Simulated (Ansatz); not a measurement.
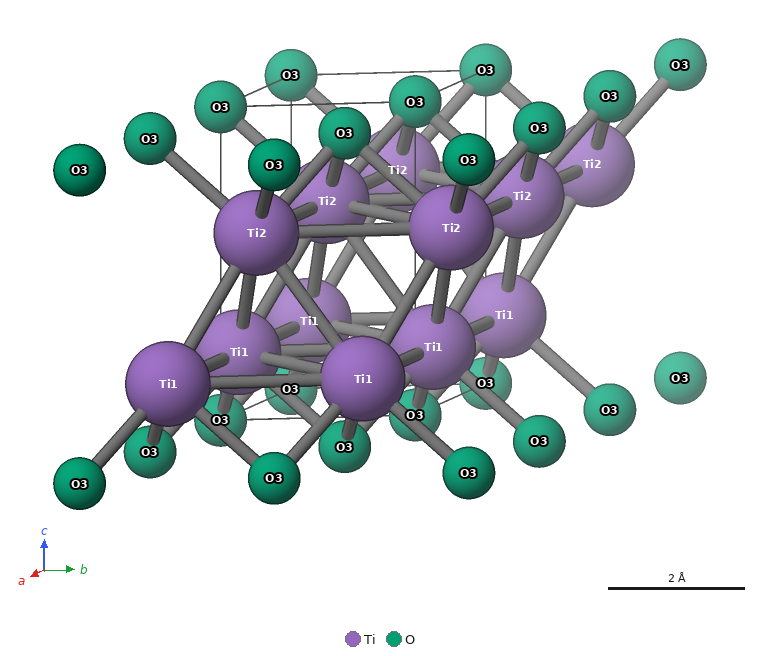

The input geometry of the first run (ball-and-stick view of the cell of the calculation, repeated 3 × 2 × 1, seen slightly off an axis; atoms are numbered from 1 in the order of the input). An atom can appear more than once, as a periodic image.

## Two runs on Ti₂O

System: Ti₂O (3 atoms in the cell).
Method of the first run: DFT PBEsol, scalar-relativistic, plane waves, PAW, no spin polarisation (Ansatz 0.2.0).

The structure derives from an entry of the Crystallography Open Database. Text and figures count atoms from 1; the logs count them from 0 in places.

## Input, the first run
```yaml
crystal:
  lattice:
    - [2.9193980238, 0.0, 0.0]
    - [-1.4596990119, 2.5282728524, 0.0]
    - [0.0, 0.0, 4.713]
  atoms:
    - { symbol: Ti, position: [0.6666666667, 0.3333333333, 0.27874] }
    - { symbol: Ti, position: [0.3333333333, 0.6666666667, 0.72126] }
    - { symbol: O, position: [0.0, 0.0, 0.0] }
basis:
  ecutwfc: 200
kpoints:
  mp_grid: { grid: [18, 18, 10] }
hamiltonian:
  xc: pbesol
scf:
  occupations: { method: gaussian, width: 0.1 }
output:
  forces: true
  stress: true
  eigenvalues: true
```

Command:
```bash
ansatz run input.yaml --threads 1 --pin off --max-ram 2560MiB --backend cpu --events-out ev --progress --plain --runs-dir out
```

Hardware: 1 thread of Intel Xeon @ 2.50GHz (Skylake/Cascade Lake), 189 GiB of memory available, shared host.

## Output, shortened to warnings, some set-up lines, iterations and results (the first run)
```
Warning: basis.ecutwfc = 200 eV is below the records' recommended 420 eV, and the density's cutoff is lower with it unless basis.ecutrho_ratio is high enough to keep the records' density cutoff: compare with a run at a higher cutoff
Basis set: ecut = 200 eV, 233 PW (Γ), exchange–correlation on 30×30×48 points (8 copies of the dense FFT grid, shifted against one another)
Symmetry: 12 space group operations
k-points: 330 of 3240
Initial density: superposition of atomic densities (neutral atoms: chi_scale 0, normalization atom), corrected by the library's trained network
[...]
SCF iter   1: F=—  HF=-5496.677111 eV  |F-HF|=—  |Δ(HF+E_count)|=         —  Δρ=1.37e-1  dr2=3.10e0  ethr=1.77e-3  ⟨swp⟩=3.9  Hψ=23988  notcnv=0
SCF iter   2: F=—  HF=-5495.169836 eV  |F-HF|=—  |Δ(HF+E_count)|=    1.51e0  Δρ=5.58e-2  dr2=4.29e-1  ethr=1.77e-3  ⟨swp⟩=2.0  Hψ=15180  notcnv=0
SCF iter   3: F=—  HF=-5494.996034 eV  |F-HF|=—  |Δ(HF+E_count)|=   1.74e-1  Δρ=6.50e-3  dr2=4.32e-3  ethr=1.43e-3  ⟨swp⟩=2.9  Hψ=12478  notcnv=0
SCF iter   4: F=—  HF=-5495.001551 eV  |F-HF|=—  |Δ(HF+E_count)|=   5.52e-3  Δρ=1.33e-3  dr2=5.32e-4  ethr=1.44e-5  ⟨swp⟩=1.8  Hψ=9279  notcnv=0
SCF iter   5: F=—  HF=-5495.001584 eV  |F-HF|=—  |Δ(HF+E_count)|=   3.27e-5  Δρ=3.96e-4  dr2=1.38e-4  ethr=1.77e-6  ⟨swp⟩=2.0  Hψ=9824  notcnv=0
SCF iter   6: F=—  HF=-5495.001539 eV  |F-HF|=—  |Δ(HF+E_count)|=   4.45e-5  Δρ=4.42e-5  dr2=3.80e-7  ethr=4.60e-7  ⟨swp⟩=2.0  Hψ=9663  notcnv=0
SCF iter   7: F=—  HF=-5495.001968 eV  |F-HF|=—  |Δ(HF+E_count)|=   4.28e-4  Δρ=2.49e-5  dr2=1.15e-7  ethr=3.33e-10  ⟨swp⟩=5.1  Hψ=28085  notcnv=0
SCF iter   8: F=-5495.001967 eV  HF=-5495.001967 eV  |F-HF|=3.74e-10  |Δ(HF+E_count)|=   8.89e-9  Δρ=7.77e-6  dr2=6.87e-9  ethr=3.33e-10  ⟨swp⟩=3.0  Hψ=15248  notcnv=0
SCF 1 converged in 8 iterations: F = -5495.001967 eV  dr2 = 6.87e-9
SCF converged after 8 iterations
Free energy (F): -5495.001967 eV
Harris-Foulkes:  -5495.001967 eV  (|F-HF|=3.74e-10)
Internal energy: -5494.997959 eV  (E = F + TS)
E sigma→0 (E₀):  -5494.999963 eV
Entropy (-TS):   -0.004009 eV (-1.336 meV/atom)
Fermi energy:    16.075610 eV
--- Per-component energies (eV) ---
  E_band       = -257.005389
  E_kinetic    = 757.718264
  E_local      = -1635.687083  (includes V_loc(G=0)·N_el)
  E_nonlocal   = 45.338083
  E_hartree    = 655.022318
  E_xc         = -278.074834
  E_vxc        = -352.107691  (∫ρ·V_xc dr)
  E_paw        = -2191.295415  (= ΣΔE_a)
  E_vpaw       = -382.334612  (= ΣTr[D̂ρ^β])
  E_aug_tail   = 0.023197  (compensation charges beyond the density's cutoff)
  E_ewald      = -2848.356544
  E_core_change = 0.314057  (= ΣΔE_core)
  E_smearing   = -0.004009  (= −TS)
  E_closure    = 0.000000  (closes the sum)
  Σ components = -5495.001967   (vs F -5495.001967, Δ=0.00e0)
--- Forces (eV/Å), atoms counted from 1 ---
  atom   1  Ti    -0.00000000     0.00000000    -2.87560649
  atom   2  Ti     0.00000000    -0.00000000     2.87560649
  atom   3  O     -0.00000000    -0.00000000     0.00000000
  max |Σ_I F_I| component: 1.85e-17 eV/Å
--- Stress (GPa, compression-positive) ---
        2.971455      -0.000000      -0.000000
       -0.000000       2.971455      -0.000000
       -0.000000      -0.000000       0.152838
  P = ⅓ Tr σ = 2.0319 GPa (20.319 kbar)
```

The second run used a changed input.

## The two runs side by side

| quantity | the first run | the second run |
| --- | --- | --- |
| outcome | converged | converged |
| free energy per atom (eV) | −1831.6673 | −1835.9072 |
| energy per atom, smearing taken to zero (eV) | −1831.6667 | −1835.9065 |
| gap on the mesh (eV) | 0.00 | 0.00 |
| pressure (GPa) | 2.03 | 0.18 |
| largest force (eV/Å) | 2.876 | 1.624 |
| SCF iterations | 8 | 7 |
| irreducible k-points | 330 | 330 |
| plane waves at Γ | 233 | 313 |
| wall time (shared host) | 11 s | 13 s |

What was changed in the input?

The change (lines with − go, lines with + come):
```diff
-  ecutwfc: 200
+  ecutwfc: 250
```

The free energy of the second run is 4239.9 meV per atom lower, which measures how much it depends on this numerical setting. The pressure goes from 2.03 to 0.18 GPa. The largest force goes from 2.876 to 1.624 eV/Å. More plane waves can only lower the energy of a fixed Hamiltonian, so the higher cutoff gives the lower value. The SCF takes 7 iterations against 8. The plane waves at Γ go from 233 to 313.

## Output, shortened to warnings, some set-up lines, iterations and results (the second run)
```
Warning: basis.ecutwfc = 250 eV is below the records' recommended 420 eV, and the density's cutoff is lower with it unless basis.ecutrho_ratio is high enough to keep the records' density cutoff: compare with a run at a higher cutoff
Basis set: ecut = 250 eV, 313 PW (Γ), exchange–correlation on 32×32×50 points (8 copies of the dense FFT grid, shifted against one another)
Symmetry: 12 space group operations
k-points: 330 of 3240
Initial density: superposition of atomic densities (neutral atoms: chi_scale 0, normalization atom), corrected by the library's trained network
[...]
SCF iter   1: F=—  HF=-5507.952259 eV  |F-HF|=—  |Δ(HF+E_count)|=         —  Δρ=5.69e-2  dr2=5.14e-1  ethr=1.77e-3  ⟨swp⟩=4.0  Hψ=23593  notcnv=0
SCF iter   2: F=—  HF=-5507.734603 eV  |F-HF|=—  |Δ(HF+E_count)|=   2.18e-1  Δρ=2.16e-2  dr2=6.60e-2  ethr=1.71e-3  ⟨swp⟩=2.8  Hψ=14468  notcnv=0
SCF iter   3: F=—  HF=-5507.720819 eV  |F-HF|=—  |Δ(HF+E_count)|=   1.38e-2  Δρ=3.53e-3  dr2=1.26e-3  ethr=2.20e-4  ⟨swp⟩=2.0  Hψ=9900  notcnv=0
SCF iter   4: F=—  HF=-5507.721803 eV  |F-HF|=—  |Δ(HF+E_count)|=   9.84e-4  Δρ=9.89e-4  dr2=1.41e-4  ethr=4.19e-6  ⟨swp⟩=2.1  Hψ=9887  notcnv=0
SCF iter   5: F=—  HF=-5507.721893 eV  |F-HF|=—  |Δ(HF+E_count)|=   9.04e-5  Δρ=1.97e-4  dr2=2.31e-5  ethr=4.70e-7  ⟨swp⟩=2.0  Hψ=9904  notcnv=0
SCF iter   6: F=—  HF=-5507.721724 eV  |F-HF|=—  |Δ(HF+E_count)|=   1.69e-4  Δρ=4.02e-5  dr2=4.59e-7  ethr=7.69e-8  ⟨swp⟩=2.0  Hψ=9837  notcnv=0
SCF iter   7: F=-5507.721724 eV  HF=-5507.721724 eV  |F-HF|=1.87e-9  |Δ(HF+E_count)|=   5.95e-8  Δρ=7.94e-6  dr2=9.42e-9  ethr=3.33e-10  ⟨swp⟩=5.0  Hψ=24703  notcnv=0
SCF 1 converged in 7 iterations: F = -5507.721724 eV  dr2 = 9.42e-9
SCF converged after 7 iterations
Free energy (F): -5507.721724 eV
Harris-Foulkes:  -5507.721724 eV  (|F-HF|=1.87e-9)
Internal energy: -5507.717496 eV  (E = F + TS)
E sigma→0 (E₀):  -5507.719610 eV
Entropy (-TS):   -0.004229 eV (-1.410 meV/atom)
Fermi energy:    15.949970 eV
--- Per-component energies (eV) ---
  E_band       = -243.617354
  E_kinetic    = 739.358727
  E_local      = -1660.888735  (includes V_loc(G=0)·N_el)
  E_nonlocal   = 58.166156
  E_hartree    = 673.331465
  E_xc         = -272.634040
  E_vxc        = -344.973420  (∫ρ·V_xc dr)
  E_paw        = -2197.025952  (= ΣΔE_a)
  E_vpaw       = -381.959055  (= ΣTr[D̂ρ^β])
  E_aug_tail   = 0.017371  (compensation charges beyond the density's cutoff)
  E_ewald      = -2848.356544
  E_core_change = 0.314057  (= ΣΔE_core)
  E_smearing   = -0.004229  (= −TS)
  E_closure    = -0.000000  (closes the sum)
  Σ components = -5507.721724   (vs F -5507.721724, Δ=0.00e0)
--- Forces (eV/Å), atoms counted from 1 ---
  atom   1  Ti    -0.00000000     0.00000000    -1.62372934
  atom   2  Ti     0.00000000    -0.00000000     1.62372934
  atom   3  O      0.00000000    -0.00000000     0.00000000
  max |Σ_I F_I| component: 1.85e-17 eV/Å
--- Stress (GPa, compression-positive) ---
       -2.121349       0.000000      -0.000000
       -0.000000      -2.121349      -0.000000
       -0.000000       0.000000       4.796125
  P = ⅓ Tr σ = 0.1845 GPa (1.845 kbar)
```

For both runs: Warnings: the cutoff is below the recommended one.
